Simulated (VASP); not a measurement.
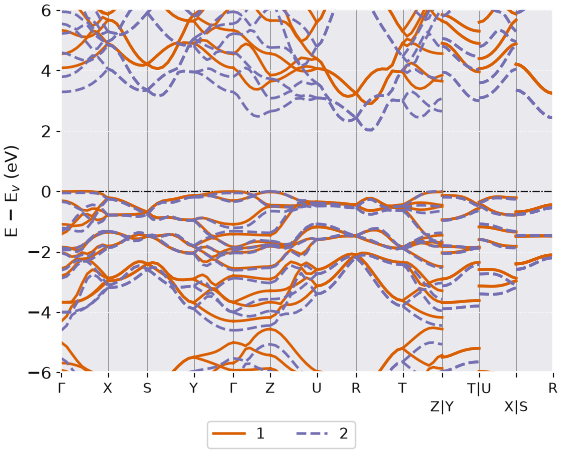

Band structures of PbO, space group Pbcm, 8 atoms in the cell (a = 5.91 Å, b = 5.53 Å, c = 4.71 Å, α = 90.00°, β = 90.00°, γ = 90.00°), by two methods on the same cell. Each is counted from its own valence-band top.

**Which curve is which? The methods: PBEsol, TB-mBJ.**

1 is TB-mBJ; 2 is PBEsol. TB-mBJ gives a gap of 2.90 eV along the path and PBEsol gives a gap of 2.03 eV along the path.

Settings. TB-mBJ: VASP PAW PBE potentials, release 64 (Pb_d, O), no spin polarisation, no spin-orbit coupling, 6×6×6 k mesh, 520 eV cutoff, Gaussian smearing of 0.02 eV (VASP 6.6.1). PBEsol: VASP PAW PBE potentials, release 64 (Pb_d, O), no spin polarisation, no spin-orbit coupling, 6×6×6 k mesh, 520 eV cutoff, Gaussian smearing of 0.02 eV (VASP 6.6.1).

In reduced coordinates of the cell that was run, X is (0, 0, −0.5), S is (0, −0.5, −0.5), Y is (0, −0.5, 0), Z is (−0.5, 0, 0), U is (−0.5, 0, −0.5), R is (−0.5, −0.5, −0.5) and T is (−0.5, −0.5, 0). The PAW data sets were made with another functional. Spin-orbit coupling is left out, which matters for Pb. The usual form of PbO is litharge (tetragonal). The cell was derived from a database entry in an earlier step, so it needn't be the measured one. TB-mBJ: this is a model potential built to give gaps, with no total energy.
